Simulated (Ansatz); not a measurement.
## STM study: Monolayer Te2Pt

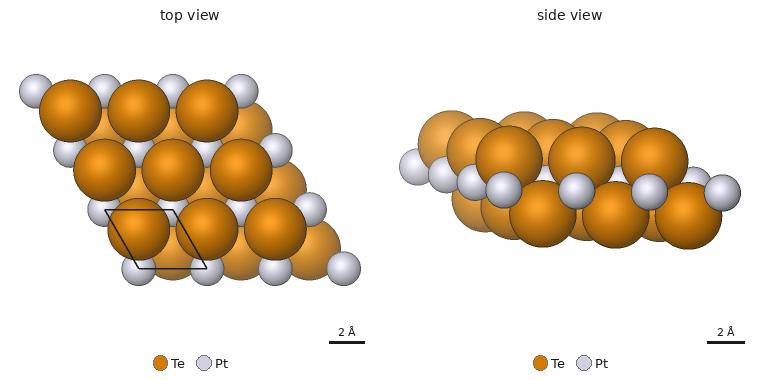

The relaxed structure from above and from the side.

Level of theory: Ansatz, DFT PBE+D3(BJ), scalar-relativistic, plane waves, PAW. Cutoff 420 eV, 24 × 24 k-points, Gaussian smearing 0.05 eV, dipole correction. No spin polarisation. Spin–orbit coupling is left out; with Te and Pt it can shift levels and gaps.

Images follow the Tersoff–Hamann model: the current is the local density of the sample's states between the Fermi level and the bias, at the tip's centre. Zero bias is put in the middle of the gap by convention. Bias windows are sharp sums over the levels of the k mesh.

```
CELL_PARAMETERS angstrom
3.97361 0.00000 0.00000
-1.98681 3.44125 0.00000
0.00000 0.00000 22.81620
ATOMIC_POSITIONS crystal
Te 0.66667 0.33333 0.43829
Pt 0.00000 0.00000 0.50000
Te 0.33333 0.66667 0.56171
```

## 1. One image

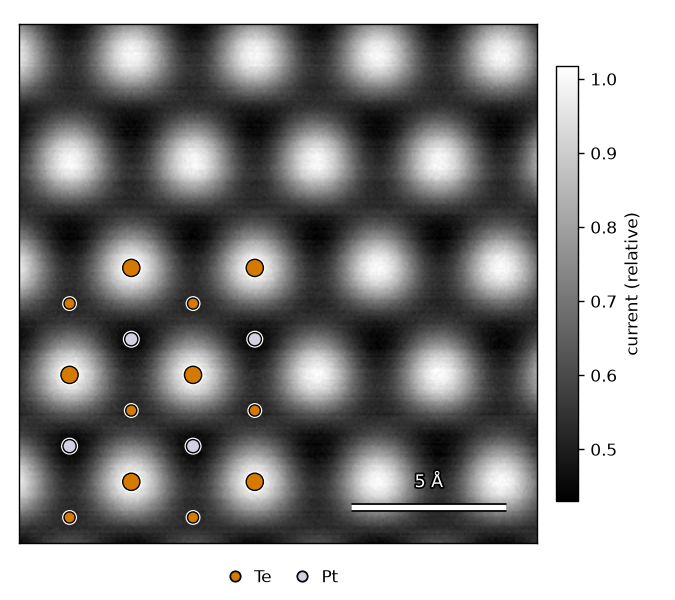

Constant-height image 3.5 Å above the topmost atom of this surface, sample bias −1.55 V. The atoms seen from above are drawn over one corner (deeper ones smaller). Noise was added to mimic a scan.

**Assign the bright and dark features to the surface structure.**

The brightest spots lie over the top Te atoms; the darkest points are over the Pt atoms 1.4 Å below the top plane. The brightest point carries 2.2 times the current of the darkest.

## 2. Approach curves

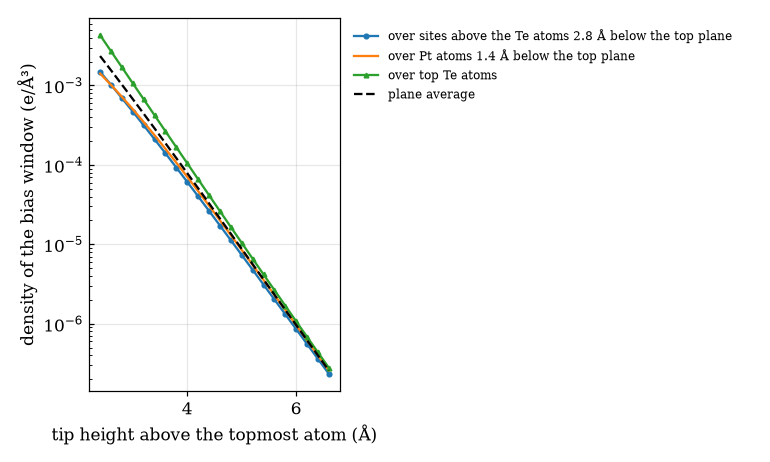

Approach curves over this surface at a sample bias of +1.55 V.

**How fast does the current decay, and what apparent barrier height does that imply?**

Near 4 Å the plane average falls as exp(−2.18 z/Å), a factor of 8.8 per ångström, which gives an apparent barrier of 4.5 eV (0.952 eV Å² times the slope squared). The vacuum level lies 4.34 eV above zero bias. The upper edge of the window lies 2.79 eV under it. The apparent barrier is well above 2.79 eV. At 4 Å the 0.60 eV of states nearest the upper edge carry 45 % of the density. The value exceeds even the 4.00 eV between the vacuum level and the deepest states of the window, so their depth alone doesn't explain it. States away from the zone centre decay faster, since their momentum along the surface adds to the barrier, and that may account for the rest.

## 3. Barrier map

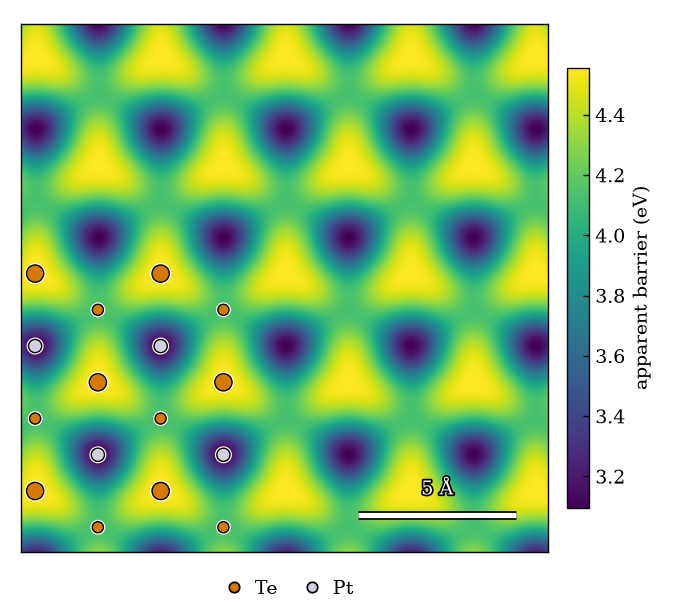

Map of the apparent barrier height, 0.952 eV Å² × (d ln I/dz)², 3.0 Å above this surface at +0.60 V; lighter colours are higher.

**Where is the apparent barrier highest and lowest, and over what range?**

It is highest, 4.6 eV, over the top Te atoms, and lowest, 3.1 eV, over the Pt atoms 1.4 Å below the top plane. The vacuum level lies 4.34 eV above zero bias, 3.74 eV above the upper edge of the window.

## 4. Bias series

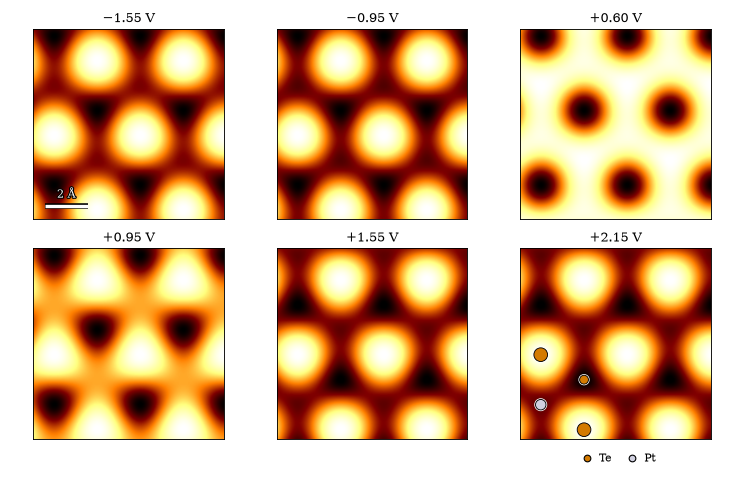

Constant-current images of this surface at 6 sample biases, each on its own colour scale; the last has the atoms seen from above drawn over one corner (deeper ones smaller).

**How do the images change with bias?**

```tsv
bias	set point (e/Å³)	corrugation	brightest over
−1.55 V	1.1 × 10⁻⁴	35 pm	top Te atoms
−0.95 V	6.9 × 10⁻⁵	34 pm	top Te atoms
+0.60 V	5.6 × 10⁻⁵	19 pm	sites above the Te atoms 2.8 Å below the top plane and top Te atoms
+0.95 V	1.3 × 10⁻⁴	20 pm	top Te atoms
+1.55 V	2.3 × 10⁻⁴	30 pm	top Te atoms
+2.15 V	2.4 × 10⁻⁴	30 pm	top Te atoms
```

On its k mesh the sheet has a gap of 0.66 eV, inside which this model gives no current; semilocal functionals usually make such gaps too small.
